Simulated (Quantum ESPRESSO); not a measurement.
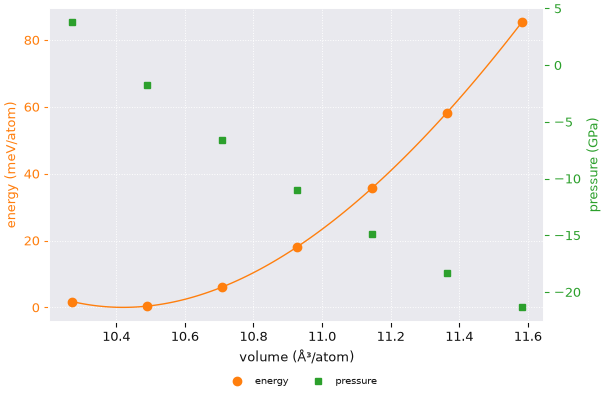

The plot gives the computed energy and pressure against volume for CoSi, space group P2_13 (No. 198).

Cell as given: a = 4.438 Å, b = 4.438 Å, c = 4.438 Å, α = 90.00°, β = 90.00°, γ = 90.00°; 8 atoms.

Computed with Quantum ESPRESSO 7.5: plane-wave DFT, collinear spins; energies at scaled volumes of the given cell, shape and fractions fixed, counted from the fit's minimum, third-order Birch-Murnaghan fit. Level: Q2D, collinear spin.

| setting | value |
| --- | --- |
| k mesh | 3×3×3 |
| occupations | Fermi–Dirac |
| smearing width | 0.05 eV |
| potentials | PseudoDojo 0.4.1 SR PBE standard |
| wave cutoff | 1306 eV |
| density cutoff | 5225 eV |

> What equilibrium volume and bulk modulus follow from the curve?

A third-order Birch–Murnaghan fit gives V0 = 10.42 Å³/atom, B0 = 256 GPa and B′ = 4.6.

> How does the pressure vary with volume?

It falls from 3.77 GPa at volume 10.27 Å³/atom to −21.35 GPa at 11.58 Å³/atom, and changes sign near 10.42 Å³/atom.

Caveats: coarse k mesh; potentials made for another functional; shape and atomic fractions are frozen while scaling, which makes layered, chain and framework solids too stiff.
